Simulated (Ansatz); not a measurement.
A series of calculations on SnO

**1. Relaxation**

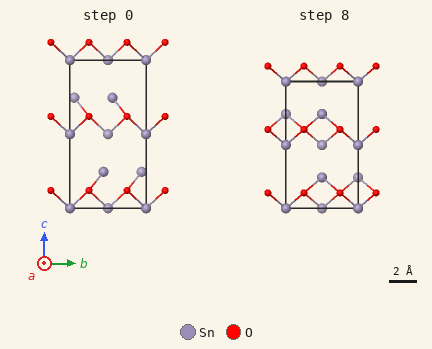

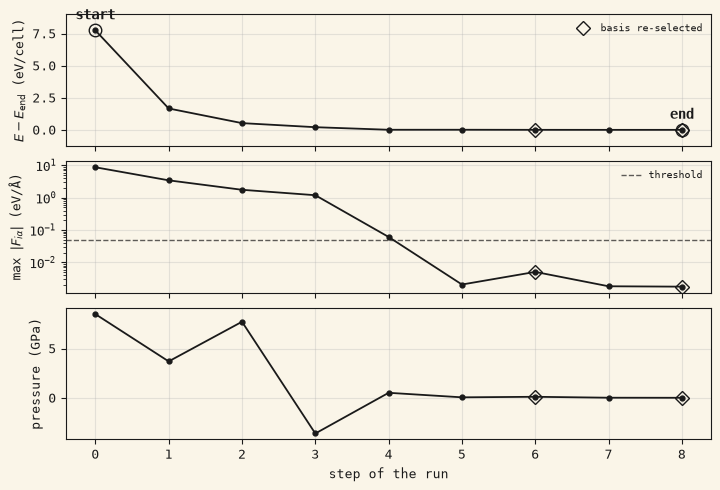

First and last geometry of a relaxation of solid SnO (set up in Cmc2_1) (coarse preliminary run), with the history of the run. A ball-and-stick model of the conventional cell (2 times the calculation's cell), seen along the a axis. Lengths and directions refer to the drawn axes.

Level of theory: DFT PBE+D3(BJ), scalar-relativistic, plane waves, PAW in Ansatz 0.2.0.

Input file:
```yaml
crystal:
  lattice:
    - [2.5, -2.86, 0.0]
    - [2.5, 2.86, 0.0]
    - [0.0, 0.0, 11.12]
  atoms:
    - { symbol: Sn, position: [0.0, 0.0, 0.0] }
    - { symbol: Sn, position: [0.0, 0.0, 0.5] }
    - { symbol: Sn, position: [0.559, 0.441, 0.254] }
    - { symbol: Sn, position: [0.441, 0.559, 0.754] }
    - { symbol: O, position: [0.93, 0.43, 0.38] }
    - { symbol: O, position: [0.07, 0.57, 0.88] }
    - { symbol: O, position: [0.57, 0.07, 0.38] }
    - { symbol: O, position: [0.43, 0.93, 0.88] }
basis:
  ecutwfc: 420
kpoints:
  mp_grid: { grid: [6, 6, 2] }
hamiltonian:
  xc: pbe
  dispersion: d3bj
scf:
  occupations: { method: gaussian, width: 0.1 }
output:
  forces: true
  stress: true
  eigenvalues: true
relax:
  adjacent_minimum: "off"
  f_tol: 0.05
  max_steps: 80
  cell: { stress_tol: 0.5 }
```

Command:
```bash
ansatz run input.yaml --threads 2 --pin off --max-ram 5120MiB --backend cpu --events-out ev --progress --plain --runs-dir out
```

**What do the curves and the structures tell?**

It converged. The largest moves relative to the cell, 0.38 Å, are those of O5, O6, O7 and O8. O8 goes along +a. By element the largest moves are O 0.38 Å, Sn 0.32 Å. Cell: a 5.000 → 5.418 Å (+8.4 %), b 5.720 → 5.419 Å (−5.3 %), c 11.120 → 9.509 Å (−14.5 %). Volume −12.2 %. Some distances before and after: O5–O7 1.800 → 2.709 Å, Sn3–O5 2.765 → 2.240 Å, Sn1–O6 2.527 → 2.241 Å, Sn3–O5 (another image) 1.992 → 2.241 Å. New bonds form, among them: Sn3–O5 (2.77 → 2.24 Å), Sn3–O7 (2.77 → 2.24 Å), Sn4–O6 (2.77 → 2.24 Å), Sn4–O8 (2.77 → 2.24 Å). Bond angles that change, for instance: Sn1–O6–Sn4 127.7° → 105.6°, Sn1–O6–Sn1 108.3° → 117.5°, O5–Sn2–O5 108.3° → 117.5°. The space group (tolerance 0.01 Å) goes from Cmc2_1 (No. 36) to P4/nmm (No. 129). Over 6 accepted moves (8 points after the start) the energy falls by 7.749 eV per cell of the calculation. The largest force component goes from 8.7 to 0.0018 eV/Å. The pressure goes from 8.48 to 0.01 GPa. At 2 points the geometry stayed and the basis and grid were re-selected for the new cell (energy shift of 6.0 meV per cell of the calculation at most each time).

**2. Relaxation**

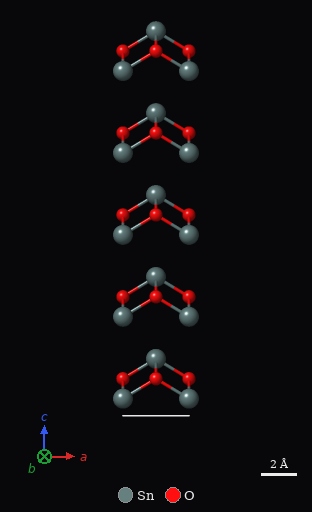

This is the input geometry for a relaxation of a slab of composition SnO (cut from the Cmce phase). A ball-and-stick model of the 1 × 2 repeat of the cell, outlined in the plane, without the vacuum, seen along the b axis.

Case: (0 0 1) slab, atoms relaxed. The slab is the (0 0 1) face of SnO.

All numbers below come from DFT PBE+D3(BJ), scalar-relativistic, plane waves, PAW (Ansatz 0.2.0).

The input:
```yaml
crystal:
  lattice:
    - [3.8360583204, 0.0, 0.0]
    - [-1.06613e-05, 3.8360583204, 0.0]
    - [0.0, 0.0, 36.3529200406]
  atoms:
    - { symbol: Sn, position: [0.9998905329, 0.9998905329, 0.2063107996] }
    - { symbol: O, position: [0.9998239589, 0.4998149234, 0.2381830175] }
    - { symbol: O, position: [0.4998149234, 0.9998239589, 0.2381830175] }
    - { symbol: Sn, position: [0.4998732403, 0.4998732403, 0.2700529955] }
    - { symbol: Sn, position: [0.0001094671, 0.0001094671, 0.3372198508] }
    - { symbol: O, position: [0.0001760411, 0.5001850766, 0.3690920687] }
    - { symbol: O, position: [0.5001850766, 0.0001760411, 0.3690920687] }
    - { symbol: Sn, position: [0.5001267597, 0.5001267597, 0.4009620468] }
    - { symbol: Sn, position: [0.9998905329, 0.9998905329, 0.468128902] }
    - { symbol: O, position: [0.9998239589, 0.4998149234, 0.50000112] }
    - { symbol: O, position: [0.4998149234, 0.9998239589, 0.50000112] }
    - { symbol: Sn, position: [0.4998732403, 0.4998732403, 0.531871098] }
    - { symbol: Sn, position: [0.0001094671, 0.0001094671, 0.5990379532] }
    - { symbol: O, position: [0.0001760411, 0.5001850766, 0.6309101712] }
    - { symbol: O, position: [0.5001850766, 0.0001760411, 0.6309101712] }
    - { symbol: Sn, position: [0.5001267597, 0.5001267597, 0.6627801492] }
    - { symbol: Sn, position: [0.9998905329, 0.9998905329, 0.7299470045] }
    - { symbol: O, position: [0.9998239589, 0.4998149234, 0.7618192224] }
    - { symbol: O, position: [0.4998149234, 0.9998239589, 0.7618192224] }
    - { symbol: Sn, position: [0.4998732403, 0.4998732403, 0.7936892004] }
basis:
  ecutwfc: 420
kpoints:
  mp_grid: { grid: [9, 9, 1] }
hamiltonian:
  xc: pbe
  dispersion: d3bj
scf:
  occupations: { method: gaussian, width: 0.1 }
output:
  forces: true
  eigenvalues: true
  write_density: true
  write_potential: true
  elf: true
  volumetric_format: npy
relax:
  adjacent_minimum: "off"
  f_tol: 0.02
  max_steps: 60
efield:
  axis: 3
  dipole_correction: true
  ramp_width: 0.04
```

Command:
```bash
ansatz run input.yaml --threads 2 --pin off --max-ram 5120MiB --backend cpu --events-out ev --progress --plain --runs-dir out
```

> Predict the outcome.

The largest moves relative to the layer's centre, 0.041 Å, are those of Sn1 and Sn20. Sn20 goes along the normal (+c). Largest moves by element: Sn 0.041 Å, O 0.031 Å. The cell doesn't change. Near-neighbour distances that change, for instance: O18–Sn20 2.241 → 2.246 Å. After 3 accepted moves (4 points after the start) the energy has fallen by 3.7 meV per cell of the calculation. The largest force component goes from 0.19 to 0.0091 eV/Å. 1 step only repeated the SCF at the same geometry.

**3. A change**

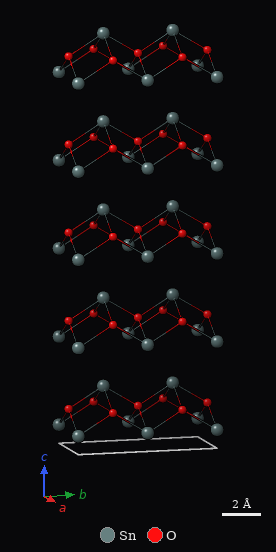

The starting point is a (0 0 1) slab of SnO as cut from the relaxed bulk. A ball-and-stick model of the 1 × 2 repeat of the cell, outlined in the plane, without the vacuum, seen slightly off an axis.

Method: Ansatz, DFT PBE+D3(BJ), scalar-relativistic, plane waves, PAW. (plane-wave cutoff 420 eV; occupations gaussian; smearing width 0.1 eV; no spin polarisation) The k-mesh is chosen for each cell (9×9×4, 9×9×1).

The variant: The atoms of the slab are relaxed at the bulk's in-plane cell.

The input:

The input is the one shown above.

Predict the response.

Answer. The surface energy (mean of the two faces) falls from 0.29 to 0.29 J/m². The top spacing, between the Sn and O2 planes, goes from 1.16 to 1.17 Å (+0.9 %), the bottom one (Sn to O2) from 1.16 to 1.17 Å (+0.9 %). The cell doesn't change. The largest moves relative to the layer's centre, 0.041 Å, are those of Sn1 and Sn20. Sn20 goes along the normal (+c). By element the largest moves are Sn 0.041 Å, O 0.031 Å. Near-neighbour distances before and after: O–Sn 2.241 → 2.241 to 2.246 Å.
